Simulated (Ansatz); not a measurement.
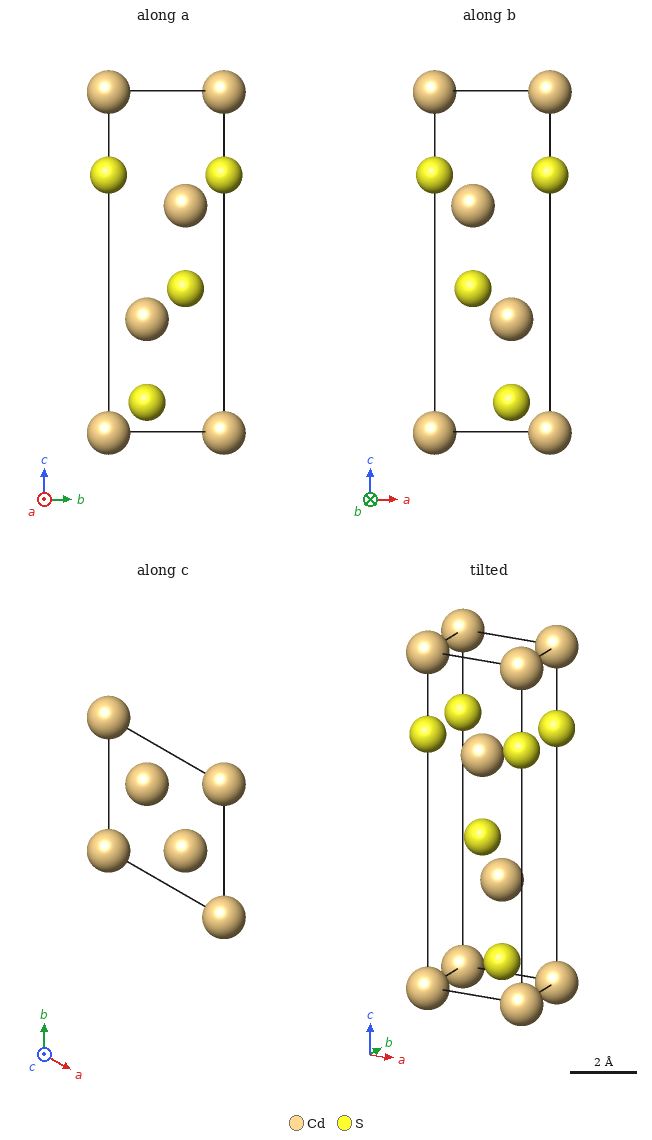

We look at a spheres-only model of the crystal along the a axis, along the b axis, along the c axis and slightly off an axis. Thin lines show the conventional unit cell, with boundary atoms drawn in all their periodic places.

Lattice parameters: a = 4.0619 Å, b = 4.0619 Å, c = 10.3932 Å, α = 90.000°, β = 90.000°, γ = 120.000°.

Question: Give the structure in the form of a CIF in P1 with every atom of the cell, with free fractional coordinates to two decimals.

Answer:
```cif
data_structure
_symmetry_space_group_name_H-M 'P 1'
_symmetry_Int_Tables_number 1
_cell_length_a 4.0619
_cell_length_b 4.0619
_cell_length_c 10.3932
_cell_angle_alpha 90.000
_cell_angle_beta 90.000
_cell_angle_gamma 120.000
_cell_volume 148.50
loop_
_atom_site_label
_atom_site_type_symbol
_atom_site_fract_x
_atom_site_fract_y
_atom_site_fract_z
_atom_site_occupancy
Cd1 Cd 0.6667 0.3333 0.33 1
S1 S 0.6667 0.3333 0.09 1
Cd2 Cd 0.3333 0.6667 0.66 1
S2 S 0.3333 0.6667 0.42 1
Cd3 Cd 0.00 0.00 0.00 1
S3 S 0.00 0.00 0.75 1
```

The model was built from a structure type filled with these elements by a generator (whether the compound takes this form wasn't checked). The cell was then strained or its atoms displaced on purpose. It was run through Ansatz as a DFT input.
